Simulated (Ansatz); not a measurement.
# Geometry relaxation, with input and output: Ge

- system: Ge (Fd-3m, 2 atoms in the cell)
- method: DFT PBEsol, scalar-relativistic, plane waves, PAW, no spin polarisation (Ansatz 0.2.0)

The structure derives from a Materials Project entry. Figures and captions count atoms from 1; the log counts them from 0 in places.

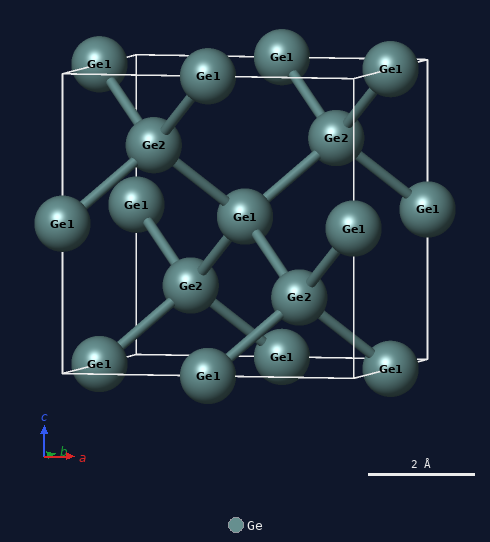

The structure as given in the input (ball-and-stick view of the cell 4 times as large as that of the calculation, set on its symmetry axes, seen at an oblique angle; atoms are numbered from 1 in the order of the input). An atom can appear more than once, as a periodic image.

## Results in brief

```csv
quantity,value
outcome,converged
space group (tolerance 0.01 Å),Fd-3m (227)
electrons treated,28
free energy,−8506.9931 eV
Fermi energy,8.329 eV
gap on the k-point mesh,none (metallic)
pressure,0.03 GPa
final volume,45.69 Å³
largest force (length of the vector) at the end,under 0.001 eV/Å
final cell,"a = 4.013 Å, b = 4.013 Å, c = 4.013 Å, α = 60.00°, β = 60.00°, γ = 60.00°"
hardware,"1 thread of Intel Xeon @ 2.50GHz (Skylake/Cascade Lake), 32 GiB of memory available, shared host"
wall time,9.3 s
peak memory,0.41 GiB
```

## The input
```yaml
crystal:
  lattice:
    - [0.0, 2.8374271074, 2.8374271074]
    - [2.8374271074, 0.0, 2.8374271074]
    - [2.8374271074, 2.8374271074, 0.0]
  atoms:
    - { symbol: Ge, position: [0.5, 0.5, 0.5] }
    - { symbol: Ge, position: [0.75, 0.75, 0.75] }
basis:
  ecutwfc: 420
kpoints:
  mp_grid: { grid: [12, 12, 12] }
hamiltonian:
  xc: pbesol
scf:
  occupations: { method: gaussian, width: 0.1 }
output:
  forces: true
  stress: true
  eigenvalues: true
relax:
  adjacent_minimum: "off"
  f_tol: 0.005
  max_steps: 80
  cell: { stress_tol: 0.05 }
```

Launch command:
```bash
ansatz run input.yaml --threads 1 --pin off --max-ram 2560MiB --backend cpu --events-out ev --progress --plain --runs-dir out
```

## Log
```
Engine: ansatz 0.2.0, x86_64-unknown-linux-gnu
Pseudopotentials: kind: paw
Pseudopotential: Ge, paw, valence charge 14, recommended cutoff 420 eV (normal), Ge.paw.azcp
Functional definition: PBEsol
  exchange = pbesol_x
  correlation = pbesol_c
Crystal: 2 atoms, lattice volume = 45.688 Å³
Basis set: ecut = 420 eV, 893 PW (Γ), exchange–correlation on 54×54×54 points (8 copies of the dense FFT grid, shifted against one another)
Bands: 18, of which v1, the nominal top of the filled ones, is band 14 counted from 1 (13 counted from 0)
Symmetry: 48 space group operations
Space group: Fd-3m (ITA 227), of the structure as read, at distance tolerance 3.6e-5 Å
k-points: 72 of 1728
Non-local potential: Ge, projectors of the file, l = 0: 2, l = 1: 2, l = 2: 3, l = 3: 1
PAW form: soft (Blöchl's): semilocal exchange-correlation on the pseudo side does not see the compensation charge
PAW frozen core: Ge, regenerated for the run's functional, and the local potential with it (the file was generated under x = pbe(κ = 0.804, μ = 0.2195149727645171), c = pbe(β = 0.06672455060314922))
PAW one-centre angular grid: Ge, 590 points (default); XC on 64 Gauss nodes
Initial density: superposition of atomic densities (neutral atoms: chi_scale 0, normalization atom), corrected by the library's trained network
Initial wavefunctions: pseudopotential atomic-orbital guess
Functional: x = pbesol(κ = 0.804, μ = 0.12345679012345678), c = pbesol(β = 0.046)
SCF iter   1: F=—  HF=-8506.994487 eV  |F-HF|=—  |Δ(HF+E_count)|=         —  Δρ=2.58e-3  dr2=3.71e-3  ethr=1.77e-3  ⟨swp⟩=5.7  Hψ=6057  notcnv=0
preconditioner: auto → Kerker (q_TF=auto, 2.514 Å⁻¹)  [metal: Δε(μ)=0.085 eV  Ē_g=23.317 eV  σ=0.100 eV  W_gap=0.40  n_scr=14 (ndim 8)  ℏωp=29.1 eV  f_vac=0.077  D(μ)=0.05/eV (n_scr^D=0)]
SCF iter   2: F=—  HF=-8506.993156 eV  |F-HF|=—  |Δ(HF+E_count)|=   1.33e-3  Δρ=1.83e-3  dr2=2.04e-3  ethr=1.33e-5  ⟨swp⟩=1.2  Hψ=1891  notcnv=0
SCF iter   3: F=—  HF=-8506.993240 eV  |F-HF|=—  |Δ(HF+E_count)|=   8.37e-5  Δρ=9.32e-4  dr2=2.20e-4  ethr=7.29e-6  ⟨swp⟩=2.0  Hψ=2305  notcnv=0
SCF iter   4: F=—  HF=-8506.993169 eV  |F-HF|=—  |Δ(HF+E_count)|=   7.08e-5  Δρ=3.89e-4  dr2=1.22e-4  ethr=7.87e-7  ⟨swp⟩=2.0  Hψ=2305  notcnv=0
SCF iter   5: F=—  HF=-8506.993126 eV  |F-HF|=—  |Δ(HF+E_count)|=   4.31e-5  Δρ=2.25e-4  dr2=1.44e-5  ethr=4.36e-7  ⟨swp⟩=2.0  Hψ=2305  notcnv=0
SCF iter   6: F=—  HF=-8506.993142 eV  |F-HF|=—  |Δ(HF+E_count)|=   1.65e-5  Δρ=3.91e-5  dr2=3.24e-7  ethr=5.13e-8  ⟨swp⟩=2.0  Hψ=2307  notcnv=0
SCF iter   7: F=—  HF=-8506.993143 eV  |F-HF|=—  |Δ(HF+E_count)|=   3.48e-7  Δρ=2.02e-5  dr2=7.24e-8  ethr=3.57e-10  ⟨swp⟩=5.0  Hψ=5106  notcnv=0
SCF iter   8: F=-8506.993143 eV  HF=-8506.993143 eV  |F-HF|=1.47e-8  |Δ(HF+E_count)|=   6.12e-8  Δρ=5.62e-6  dr2=5.89e-9  ethr=2.59e-10  ⟨swp⟩=4.0  Hψ=3767  notcnv=0
SCF 1 converged in 8 iterations: F = -8506.993143 eV  dr2 = 5.89e-9
  greatest PAW one-centre occupation: 0.998 electrons in one spin orbital (limit 2), on the Ge atom at site 1 (counted from 0), in its partial waves of l = 2
relax step   1: F+E_penalty+E_count = -8506.99314258 eV  Δ(F+E_penalty+E_count) = +0.000e0 eV  max|allowed force component| = 1.735e-17 eV/Å  Δτ_max = 0.0000 Å  P = +0.033 GPa  Ω = 45.688 Å³  (8 SCF iters, dr2 threshold 1.00e-7 eV, accepted)
Initial density: handed on by an earlier stage of this run
Initial wavefunctions: pseudopotential atomic-orbital guess (no wavefunctions were taken with the density)
iter 1 solved again at ethr=2.24e-7 eV; its pass at ethr=3.10e-3 eV (dr2=6.28e-5 eV) is discarded
SCF iter   1: F=—  HF=-8506.993138 eV  |F-HF|=—  |Δ(HF+E_count)|=         —  Δρ=6.36e-6  dr2=7.62e-9  ethr=2.24e-7  ⟨swp⟩=2.4  Hψ=8900  notcnv=0
eigensolver tolerance schedule: the retry pair's looser diagonalisation over-reported the residual by 8237.79 of it (diagonalisation noise at 1.48 of the residual, at the tolerance the schedule requests for it); recorded, not acted on — ethr = c·dr2/N_el stays at c = 1.0e-1
preconditioner: auto → Kerker (q_TF=auto, 2.514 Å⁻¹)  [metal: Δε(μ)=0.089 eV  Ē_g=23.369 eV  σ=0.100 eV  W_gap=0.42  n_scr=14 (ndim 8)  ℏωp=29.1 eV  f_vac=0.062  D(μ)=0.05/eV (n_scr^D=0)]
SCF iter   2: F=—  HF=-8506.993143 eV  |F-HF|=—  |Δ(HF+E_count)|=   4.49e-6  Δρ=8.97e-7  dr2=2.02e-10  ethr=2.72e-11  ⟨swp⟩=3.3  Hψ=3149  notcnv=0
SCF iter   3: F=—  HF=-8506.993143 eV  |F-HF|=—  |Δ(HF+E_count)|=  2.58e-10  Δρ=8.87e-7  dr2=1.66e-10  ethr=1.00e-12  ⟨swp⟩=5.5  Hψ=5852  notcnv=0
SCF iter   4: F=-8506.993143 eV  HF=-8506.993143 eV  |F-HF|=0.00e0  |Δ(HF+E_count)|=  3.27e-11  Δρ=1.34e-7  dr2=4.33e-12  ethr=1.00e-12  ⟨swp⟩=3.5  Hψ=5983  notcnv=0
SCF 2 converged in 4 iterations: F = -8506.993143 eV  dr2 = 4.33e-12
relax step   2: F+E_penalty+E_count = -8506.99314259 eV  Δ(F+E_penalty+E_count) = -8.467e-9 eV  max|allowed force component| = 9.252e-18 eV/Å  Δτ_max = 0.0000 Å  P = +0.033 GPa  Ω = 45.688 Å³  stress off target by 3.31e-2 GPa  SCF on the basis re-selected at this cell (its energy is not comparable with the rows above)  (4 SCF iters)
```

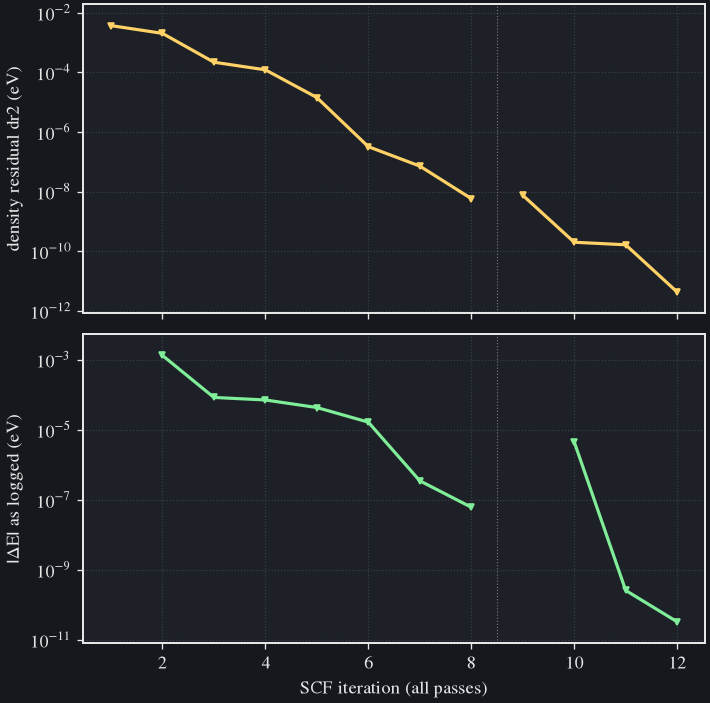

Convergence of the self-consistent field: density residual dr2 and size of the energy change against the SCF iteration. The dotted lines part the SCF passes of the relaxation: geometry steps, rejected trials and re-solves on a re-selected basis. The passes take 8 and 4 iterations.

```
basis re-selected at this cell: Δ(F+E_penalty+E_count) = -8.467e-9 eV, ΔP = +0.000 GPa vs the last step (what re-selecting the basis moved, of the pressure what is left beyond the Pulay correction that the steps carried, after the strain that the cell walked since its last selection, with what the two solves' SCF thresholds leave and, on support functions, any second-order correction that the steps lacked; it is no measure of the basis error at this ecutwfc). This SCF's stress stands 3.31e-2 GPa from its target on what of the cell is left free (relax.cell.stress_tol is 5.00e-2 GPa) and its largest allowed force component is 9.25e-18 eV/Å (relax.f_tol is 5.00e-3 eV/Å): within both
SCF converged after 4 iterations
Free energy (F): -8506.993143 eV
Harris-Foulkes:  -8506.993143 eV  (|F-HF|=0.00e0)
Internal energy: -8506.992883 eV  (E = F + TS)
E sigma→0 (E₀):  -8506.993013 eV
Entropy (-TS):   -0.000260 eV (-0.130 meV/atom)
Fermi energy:    8.328592 eV
--- Per-component energies (eV) ---
  E_band       = -305.361596
  E_kinetic    = 223.001204
  E_local      = -4957.167337  (includes V_loc(G=0)·N_el)
  E_nonlocal   = 840.252296
  E_hartree    = 2172.256410
  E_xc         = -149.898083
  E_vxc        = -129.412340  (∫ρ·V_xc dr)
  E_paw        = -3958.205319  (= ΣΔE_a)
  E_vpaw       = -626.549176  (= ΣTr[D̂ρ^β])
  E_aug_tail   = 0.000807  (compensation charges beyond the density's cutoff)
  E_ewald      = -2679.068733
  E_core_change = 1.835872  (= ΣΔE_core)
  E_smearing   = -0.000260  (= −TS)
  E_closure    = -0.000000  (closes the sum)
  Σ components = -8506.993143   (vs F -8506.993143, Δ=0.00e0)
--- Forces (eV/Å), atoms counted from 1 ---
  atom   1  Ge     0.00000000    -0.00000000    -0.00000000
  atom   2  Ge    -0.00000000    -0.00000000    -0.00000000
  max |Σ_I F_I| component: 1.39e-17 eV/Å
--- Stress (GPa, compression-positive) ---
        0.033145       0.000000       0.000000
       -0.000000       0.033145       0.000000
       -0.000000      -0.000000       0.033145
  P = ⅓ Tr σ = 0.0331 GPa (0.331 kbar)
--- Band table (eV; the first three rows and the last of 72) ---
  k-point 0: bands = ["-16.4764", "-16.4764", "-16.4764", "-16.4409", "-16.4409", "-16.2341", "-16.2341", "-16.2341", "-16.2217", "-16.2217", "-4.4045", "8.2229", "8.3219", "8.3219", "8.3219", "10.8445", "10.8445", "10.8445"]
  k-point 1: bands = ["-16.4806", "-16.4806", "-16.4753", "-16.4352", "-16.4352", "-16.2409", "-16.2409", "-16.2354", "-16.2157", "-16.2157", "-4.3202", "6.7449", "8.1560", "8.1560", "9.2078", "11.0658", "11.0658", "11.2179"]
  k-point 2: bands = ["-16.4880", "-16.4880", "-16.4722", "-16.4239", "-16.4239", "-16.2511", "-16.2511", "-16.2390", "-16.2076", "-16.2076", "-4.0703", "5.1307", "7.8034", "7.8034", "9.1956", "11.5306", "11.5306", "12.3908"]
  k-point 71: bands = ["-16.5231", "-16.5231", "-16.3840", "-16.3840", "-16.3362", "-16.3362", "-16.3048", "-16.3048", "-16.1690", "-16.1690", "-0.4479", "-0.4479", "4.4280", "4.4280", "12.5669", "12.5669", "12.9488", "12.9488"]
--- Relaxed structure (1 steps of the walk, 1 accepted, 1 SCFs on fresh bases) ---
  F+E_penalty+E_count = -8506.99314259 eV   max|allowed force component| = 9.252e-18 eV/Å   (the final SCF, on the basis selected at the relaxed cell)
  cell:  # Å, volume = 45.6882 Å³
    - [0.0, 2.8374271074, 2.8374271074]
    - [2.8374271074, 0.0, 2.8374271074]
    - [2.8374271074, 2.8374271074, 0.0]
  atoms:
    - { symbol: Ge, position: [0.5, 0.5, 0.5] }
    - { symbol: Ge, position: [0.75, 0.75, 0.75] }
```

## Trajectory as extended XYZ (Å, eV, eV/Å), 2 frames, from step=1 to step=2
```
2
Lattice="0.0000 2.8374 2.8374 2.8374 0.0000 2.8374 2.8374 2.8374 0.0000" Properties=species:S:1:pos:R:3:forces:R:3 step=1 energy=-8506.99314 pressure_GPa=0.03
Ge    2.8374    2.8374    2.8374    0.0000   0.0000   0.0000
Ge    4.2561    4.2561    4.2561    0.0000   0.0000   0.0000
2
Lattice="0.0000 2.8374 2.8374 2.8374 0.0000 2.8374 2.8374 2.8374 0.0000" Properties=species:S:1:pos:R:3:forces:R:3 step=2 energy=-8506.99314 pressure_GPa=0.03
Ge    2.8374    2.8374    2.8374    0.0000   0.0000   0.0000
Ge    4.2561    4.2561    4.2561    0.0000   0.0000   0.0000
```

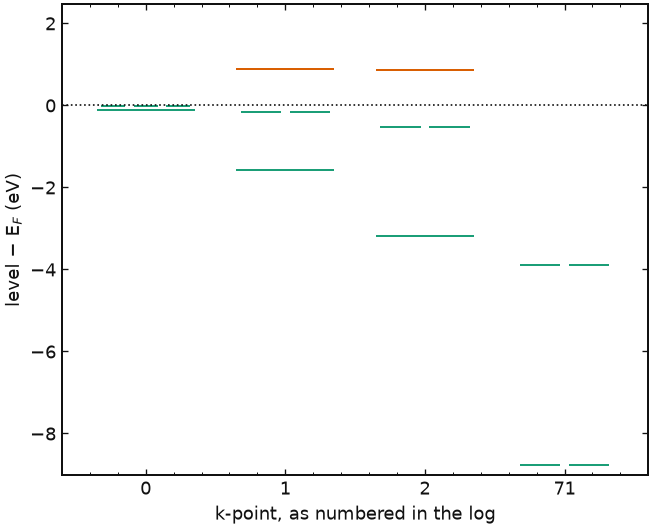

Kohn–Sham levels near the Fermi level (dotted) at the few k-points that the log prints; levels within 0.02 eV of each other stand side by side. The system is metallic on the full mesh.
